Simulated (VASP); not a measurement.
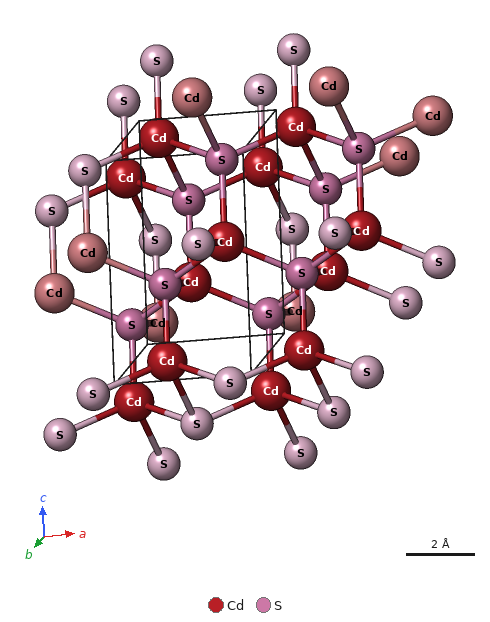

**Figure 1.** The structure (ball-and-stick view of the cell of the calculation, repeated 2 × 2 × 1, seen at an oblique angle; neighbours outside the cell are drawn fainter). Near neighbours in the crystal (not all of them lie inside the picture): Cd has 4 S at 2.36 to 2.91 Å; S has 4 Cd at 2.36 to 2.91 Å.

**Single-point calculation of CdS**

- system: CdS (P1, 4 atoms in the cell)
- method: DFT, PBEsol, plane waves, PAW (VASP 6.6.1)

The structure was built on a prototype by a generator. It belongs to a series of runs on one base structure; here: strained and displaced.

OSZICAR:
```
N       E                     dE             d eps       ncg     rms          rms(c)
DAV:   1     0.242571175887E+03    0.24257E+03   -0.17386E+04  3952   0.126E+03
DAV:   2    -0.158067644058E+00   -0.24273E+03   -0.23395E+03  4284   0.313E+02
DAV:   3    -0.140879576031E+02   -0.13930E+02   -0.13838E+02  4744   0.745E+01
DAV:   4    -0.142387187184E+02   -0.15076E+00   -0.15062E+00  4500   0.750E+00
DAV:   5    -0.142409563334E+02   -0.22376E-02   -0.22375E-02  4716   0.921E-01    0.104E+01
DAV:   6    -0.131477799713E+02    0.10932E+01   -0.20375E+00  5210   0.153E+01    0.825E+00
DAV:   7    -0.131202458647E+02    0.27534E-01   -0.66755E-01  4226   0.461E+00    0.387E+00
DAV:   8    -0.131123780552E+02    0.78678E-02   -0.92520E-02  4556   0.295E+00    0.487E-01
DAV:   9    -0.131099083857E+02    0.24697E-02   -0.15488E-02  4836   0.146E+00    0.143E-01
DAV:  10    -0.131100711837E+02   -0.16280E-03   -0.12936E-03  4390   0.297E-01    0.108E-01
DAV:  11    -0.131101678758E+02   -0.96692E-04   -0.19353E-04  4418   0.110E-01    0.390E-02
DAV:  12    -0.131101884755E+02   -0.20600E-04   -0.38003E-05  4358   0.530E-02    0.147E-02
DAV:  13    -0.131101877321E+02    0.74337E-06   -0.10196E-05  4614   0.229E-02    0.696E-03
DAV:  14    -0.131101884957E+02   -0.76364E-06   -0.15190E-06  4150   0.859E-03    0.502E-03
DAV:  15    -0.131101885049E+02   -0.91441E-08   -0.27419E-07  4590   0.590E-03
   1 F= -.13110189E+02 E0= -.13110189E+02  d E =-.871493E-10
```

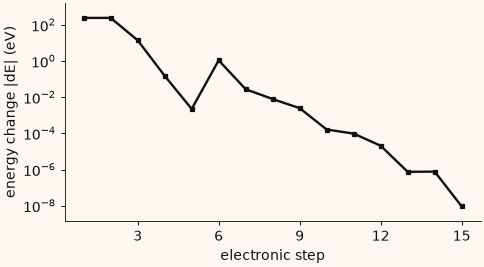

**Figure 2.** Convergence of the self-consistent field: energy change |dE| against the electronic step. It takes 15 electronic steps. The density is held fixed in the first few steps, and dE rises again when its update begins.

Parts of OUTCAR:
```
k-points           NKPTS =     76   k-points in BZ     NKDIM =     76   number of bands    NBANDS=     26

   NELECT =      36.0000    total number of electrons

   dimension x,y,z NGX =    32 NGY =   32 NGZ =   54
   dimension x,y,z NGXF=    64 NGYF=   64 NGZF=  108

  energy-cutoff  :      520.00
  volume of cell :      107.27
      direct lattice vectors                 reciprocal lattice vectors
     4.185200000  0.029000000 -0.078300000     0.238092367  0.133146545  0.004156135
    -2.067400000  3.695500000  0.045500000    -0.001877127  0.269555383 -0.000498693
    -0.127300000  0.011900000  6.911400000     0.002709732 -0.000266139  0.144738854

 k-points in reciprocal lattice and weights: KPOINTS created by Atomic Simulation Env
   0.00000000  0.00000000  0.00000000       0.007
   0.16666667  0.00000000  0.00000000       0.014
   0.33333333 -0.00000000  0.00000000       0.014
   0.50000000 -0.00000000  0.00000000       0.007
   0.00000000  0.16666667  0.00000000       0.014
   0.16666667  0.16666667  0.00000000       0.014
   0.33333333  0.16666667  0.00000000       0.014
   0.50000000  0.16666667  0.00000000       0.014
  -0.33333333  0.16666667 -0.00000000       0.014
  -0.16666667  0.16666667 -0.00000000       0.014
   0.00000000  0.33333333  0.00000000       0.014
   0.16666667  0.33333333  0.00000000       0.014
   0.33333333  0.33333333  0.00000000       0.014
   0.50000000  0.33333333  0.00000000       0.014
  -0.33333333  0.33333333 -0.00000000       0.014
  -0.16666667  0.33333333 -0.00000000       0.014
   0.00000000  0.50000000  0.00000000       0.007
   0.16666667  0.50000000  0.00000000       0.014
   0.33333333  0.50000000  0.00000000       0.014
   0.50000000  0.50000000  0.00000000       0.007
  -0.00000000 -0.00000000  0.25000000       0.014
   0.16666667  0.00000000  0.25000000       0.014
   0.33333333 -0.00000000  0.25000000       0.014
   0.50000000 -0.00000000  0.25000000       0.014
  -0.33333333  0.00000000  0.25000000       0.014
  -0.16666667  0.00000000  0.25000000       0.014
   0.00000000  0.16666667  0.25000000       0.014
   0.16666667  0.16666667  0.25000000       0.014
   0.33333333  0.16666667  0.25000000       0.014
   0.50000000  0.16666667  0.25000000       0.014
  -0.33333333  0.16666667  0.25000000       0.014
  -0.16666667  0.16666667  0.25000000       0.014
   0.00000000  0.33333333  0.25000000       0.014
   0.16666667  0.33333333  0.25000000       0.014
   0.33333333  0.33333333  0.25000000       0.014
   0.50000000  0.33333333  0.25000000       0.014
  -0.33333333  0.33333333  0.25000000       0.014
  -0.16666667  0.33333333  0.25000000       0.014
  -0.00000000  0.50000000  0.25000000       0.014
   0.16666667  0.50000000  0.25000000       0.014
   0.33333333  0.50000000  0.25000000       0.014
   0.50000000  0.50000000  0.25000000       0.014
  -0.33333333  0.50000000  0.25000000       0.014
  -0.16666667  0.50000000  0.25000000       0.014
   0.00000000 -0.33333333  0.25000000       0.014
   0.16666667 -0.33333333  0.25000000       0.014
   0.33333333 -0.33333333  0.25000000       0.014
   0.50000000 -0.33333333  0.25000000       0.014
  -0.33333333 -0.33333333  0.25000000       0.014
  -0.16666667 -0.33333333  0.25000000       0.014
  -0.00000000 -0.16666667  0.25000000       0.014
   0.16666667 -0.16666667  0.25000000       0.014
   0.33333333 -0.16666667  0.25000000       0.014
   0.50000000 -0.16666667  0.25000000       0.014
  -0.33333333 -0.16666667  0.25000000       0.014
  -0.16666667 -0.16666667  0.25000000       0.014
  -0.00000000 -0.00000000  0.50000000       0.007
   0.16666667 -0.00000000  0.50000000       0.014
   0.33333333  0.00000000  0.50000000       0.014
   0.50000000 -0.00000000  0.50000000       0.007
  -0.00000000  0.16666667  0.50000000       0.014
   0.16666667  0.16666667  0.50000000       0.014
   0.33333333  0.16666667  0.50000000       0.014
   0.50000000  0.16666667  0.50000000       0.014
  -0.33333333  0.16666667  0.50000000       0.014
  -0.16666667  0.16666667  0.50000000       0.014
   0.00000000  0.33333333  0.50000000       0.014
   0.16666667  0.33333333  0.50000000       0.014
   0.33333333  0.33333333  0.50000000       0.014
   0.50000000  0.33333333  0.50000000       0.014
  -0.33333333  0.33333333  0.50000000       0.014
  -0.16666667  0.33333333  0.50000000       0.014
   0.00000000  0.50000000  0.50000000       0.007
   0.16666667  0.50000000  0.50000000       0.014
   0.33333333  0.50000000  0.50000000       0.014
   0.50000000  0.50000000  0.50000000       0.007

 E-fermi :   1.1571

 k-point     1 :       0.0000    0.0000    0.0000
  band No.  band energies     occupation
      1     -11.8057      2.00000
      2     -10.7499      2.00000
      3      -7.2287      2.00000
      4      -7.1945      2.00000
      5      -6.9585      2.00000
      6      -6.7823      2.00000
      7      -6.7346      2.00000
      8      -6.6835      2.00000
      9      -6.6266      2.00000
     10      -6.5248      2.00000
     11      -6.4990      2.00000
     12      -6.2813      2.00000
     13      -3.7668      2.00000
     14      -0.5213      2.00000
     15      -0.0368      2.00000
     16       0.4394      2.00000
     17       0.6349      2.00000
     18       0.7763      2.00000
     19       1.5248      0.00000
     20       3.5181      0.00000
     21       6.7485      0.00000
     22       7.2043      0.00000
     23       7.3762      0.00000
     24       7.7777      0.00000
     25       7.9103      0.00000
     26       8.8253      0.00000

 k-point     2 :       0.1667    0.0000    0.0000
  band No.  band energies     occupation
      1     -11.7350      2.00000
      2     -10.7066      2.00000
      3      -7.1878      2.00000
      4      -7.1413      2.00000
      5      -6.9246      2.00000
      6      -6.8023      2.00000
      7      -6.7417      2.00000
      8      -6.6652      2.00000
      9      -6.5947      2.00000
     10      -6.5265      2.00000
     11      -6.5094      2.00000
     12      -6.2080      2.00000
     13      -3.5905      2.00000
     14      -1.3606      2.00000
     15      -0.4853      2.00000
     16      -0.3133      2.00000
     17       0.2272      2.00000
     18       0.6243      2.00000
     19       2.6865      0.00000
     20       4.2785      0.00000
     21       6.3051      0.00000
     22       7.0765      0.00000
     23       7.5086      0.00000
     24       7.7941      0.00000
     25       8.1577      0.00000
     26       8.5168      0.00000

 k-point     3 :       0.3333   -0.0000    0.0000
  band No.  band energies     occupation
      1     -11.5912      2.00000
      2     -10.6191      2.00000
      3      -7.0693      2.00000
      4      -7.0248      2.00000
      5      -6.8892      2.00000
      6      -6.8378      2.00000
      7      -6.7425      2.00000
      8      -6.5956      2.00000
      9      -6.5616      2.00000
     10      -6.4931      2.00000
     11      -6.4689      2.00000
     12      -6.0938      2.00000
     13      -3.2901      2.00000
     14      -2.4468      2.00000
     15      -1.6254      2.00000
     16      -0.8299      2.00000
     17      -0.4059      2.00000
     18       0.3772      2.00000
     19       3.8476      0.00000
     20       4.6520      0.00000
     21       5.9004      0.00000
     22       6.5471      0.00000
     23       7.3261      0.00000
     24       8.0897      0.00000
     25       8.7150      0.00000
     26       9.4413      0.00000

 k-point     4 :       0.5000   -0.0000    0.0000
  band No.  band energies     occupation
      1     -11.5186      2.00000
      2     -10.5746      2.00000
      3      -6.9972      2.00000
      4      -6.9633      2.00000
      5      -6.8903      2.00000
      6      -6.8582      2.00000
      7      -6.7265      2.00000
      8      -6.5887      2.00000
      9      -6.5562      2.00000
     10      -6.4336      2.00000
     11      -6.2672      2.00000
     12      -6.1715      2.00000
     13      -3.4160      2.00000
     14      -2.6953      2.00000
     15      -1.8087      2.00000
     16      -1.1553      2.00000
     17      -0.8810      2.00000
     18       0.2526      2.00000
     19       4.1997      0.00000
     20       4.6000      0.00000
     21       5.7161      0.00000
     22       6.4321      0.00000
     23       7.1685      0.00000
     24       8.3401      0.00000
     25       8.9462      0.00000
     26      10.4749      0.00000

 k-point     5 :       0.0000    0.1667    0.0000
  band No.  band energies     occupation
      1     -11.7514      2.00000
      2     -10.7080      2.00000
      3      -7.2117      2.00000
      4      -7.1831      2.00000
      5      -6.9194      2.00000
      6      -6.7712      2.00000
      7      -6.7405      2.00000
      8      -6.6653      2.00000
      9      -6.6077      2.00000
     10      -6.5497      2.00000
     11      -6.4884      2.00000
     12      -6.2174      2.00000
     13      -3.5934      2.00000
     14      -0.9308      2.00000
     15      -0.6887      2.00000
     16      -0.2934      2.00000
     17       0.3146      2.00000
     18       0.6422      2.00000
     19       2.5777      0.00000
     20       4.1835      0.00000
     21       5.9851      0.00000
     22       6.9196      0.00000
     23       7.3694      0.00000
     24       7.7882      0.00000
     25       7.9861      0.00000
     26       9.1525      0.00000

 [... the levels of 70 k-points are left out ...]

 k-point    76 :       0.5000    0.5000    0.5000
  band No.  band energies     occupation
      1     -11.5042      2.00000
      2     -10.5604      2.00000
      3      -7.0135      2.00000
      4      -6.9773      2.00000
      5      -6.9019      2.00000
      6      -6.7757      2.00000
      7      -6.7220      2.00000
      8      -6.6697      2.00000
      9      -6.6199      2.00000
     10      -6.4347      2.00000
     11      -6.2329      2.00000
     12      -6.2125      2.00000
     13      -3.6536      2.00000
     14      -2.8694      2.00000
     15      -1.0358      2.00000
     16      -0.6748      2.00000
     17      -0.5456      2.00000
     18      -0.1528      2.00000
     19       3.7076      0.00000
     20       3.7557      0.00000
     21       5.4960      0.00000
     22       6.2260      0.00000
     23       8.0302      0.00000
     24       8.2527      0.00000
     25       8.5331      0.00000
     26       8.8627      0.00000

  Total       -0.6606281     -3.3596407      0.5587087      0.0121656     -0.3451985      0.8383727
  in kB       -9.8669534    -50.1786368      8.3447140      0.1817019     -5.1557872     12.5216960
  external PRESSURE =     -17.2336254 kB  Pullay stress =       0.0000000 kB

 POSITION                                       TOTAL-FORCE (eV/Angst)
 -----------------------------------------------------------------------------------
     -0.04586      2.30858      0.15365         0.325132      0.186382     -1.845517
      2.04631      1.33520      3.34748         0.126643     -0.648524      0.358431
     -0.05325      2.26170      2.51243        -0.075402      0.774321      0.754736
      2.03902      1.23554      5.85125        -0.376373     -0.312179      0.732350
 -----------------------------------------------------------------------------------
    total drift:                               -0.000370      0.000347      0.000622

  FREE ENERGIE OF THE ION-ELECTRON SYSTEM (eV)
  ---------------------------------------------------
  free  energy   TOTEN  =       -13.1101885049 eV

  energy  without entropy=      -13.1101885048  energy(sigma->0) =      -13.11018850
```

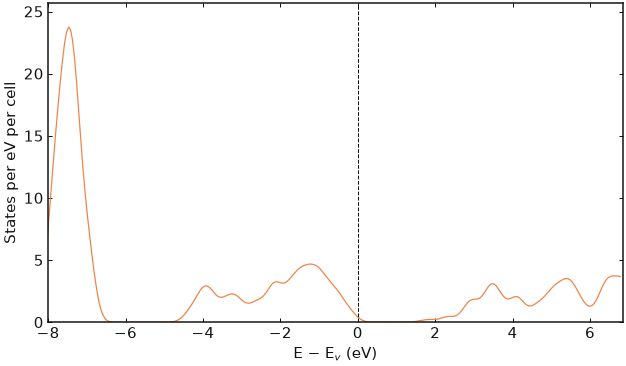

**Figure 3.** Density of states (the curve is built from the levels of the k mesh with Gaussians 0.4 eV wide, which also blur the band edges), with energies from the valence-band top. There is a gap of 0.75 eV on the k-point mesh. Small ripples come from the finite k-point mesh.

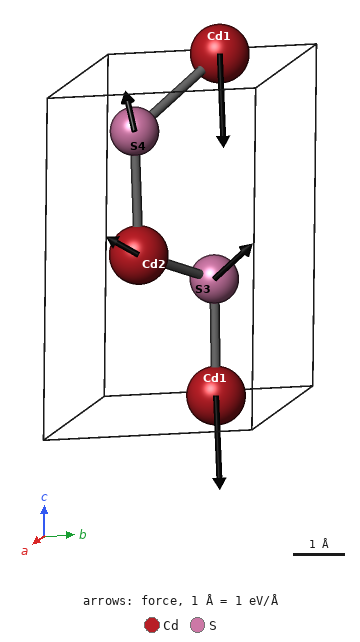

**Figure 4.** Forces on the atoms as black arrows (ball-and-stick view of the cell of the calculation, seen slightly off an axis; atoms are numbered from 1 in the order of the input). The largest act on Cd1 (1.88 eV/Å); S3 (1.08 eV/Å); S4 (0.88 eV/Å); Cd2 (0.75 eV/Å). The geometry is not a stationary point of this energy.

This output came from the following input.

INCAR:
```
ENCUT = 520.000000
SIGMA = 0.020000
EDIFF = 1.00e-07
GGA = PS
PREC = Accurate
IBRION = -1
ISIF = 2
ISMEAR = -1
NBANDS = 26
NELM = 120
NSW = 0
LASPH = .TRUE.
LCHARG = .FALSE.
LWAVE = .FALSE.
LREAL = .FALSE.
```

KPOINTS:
```
KPOINTS created by Atomic Simulation Environment
0
Gamma
6 6 4
0 0 0
```

POSCAR:
```
Cd S
 1.0000000000000000
     4.1852000000000000    0.0290000000000000   -0.0783000000000000
    -2.0674000000000001    3.6955000000000000    0.0455000000000000
    -0.1273000000000000    0.0119000000000000    6.9114000000000004
 Cd  S
   2   2
Cartesian
 -0.0458570500000000  2.3085813999999996  0.1536468200000000
  2.0463069099999998  1.3352007299999999  3.3474799100000006
 -0.0532537900000001  2.2616983600000000  2.5124299400000001
  2.0390154100000002  1.2355363400000001  5.8512529000000004
```

Launch command:
```bash
mpirun -np 1 vasp_std
```

Results in brief:

- outcome: converged
- space group (tolerance 0.01 Å): P1 (1)
- electrons treated: 36
- free energy: −13.1102 eV
- Fermi energy: 1.157 eV
- band gap: 0.75 eV
- pressure: −1.72 GPa
- largest force (length of the vector): 1.883 eV/Å
- hardware: 1 CPU thread, shared host
- wall time: 76 s
- peak memory: 0.33 GiB
